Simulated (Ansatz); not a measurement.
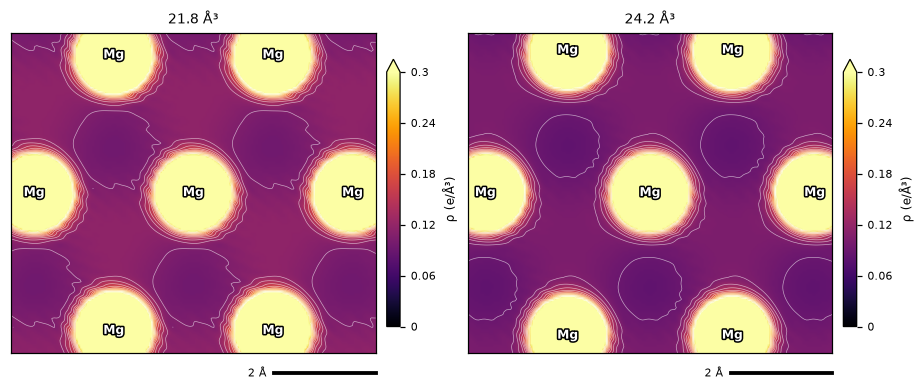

Mg. The valence charge density (pseudo) of cells scaled evenly to different volumes (given per atom above each panel), on the (001) plane of each (indices in the axes of the cell below), at one length scale and on one colour scale.

Method: Kohn-Sham DFT of a periodic cell, r2SCAN0, Ansatz PAW in Ansatz.

In a PAW calculation such maps are meaningful between the atoms, not at the nuclei.

The largest cell:

```cif
data_structure
_symmetry_space_group_name_H-M 'P 1'
_symmetry_Int_Tables_number 1
_cell_length_a 3.2515
_cell_length_b 3.2515
_cell_length_c 5.2789
_cell_angle_alpha 90.000
_cell_angle_beta 90.000
_cell_angle_gamma 120.000
_cell_volume 48.33
loop_
_atom_site_label
_atom_site_type_symbol
_atom_site_fract_x
_atom_site_fract_y
_atom_site_fract_z
_atom_site_occupancy
Mg1 Mg 0.66667 0.33333 0.75000 1
Mg2 Mg 0.33333 0.66667 0.25000 1
```

| volume (Å³/atom) | Mg–Mg contact in the plane (Å) | ρ at its midpoint (e/Å³) | pressure (GPa) | 
| --- | --- | --- | --- |
| 21.84 | 3.144 | 0.107 | 1.7 | 
| 23.70 | 3.231 | ? | ? | 
| 24.17 | 3.252 | 0.096 | −2.2 | 

What values belong in the row with question marks?

Over the known rows ln ρ falls by 1.00 per Å of Mg–Mg distance (the line through the two), which gives 0.098 e/Å³ at 3.231 Å; the calculation gives 0.099 e/Å³. For the pressure, a straight line in volume between the neighbouring rows gives −1.4 GPa; the calculation gives −1.6.
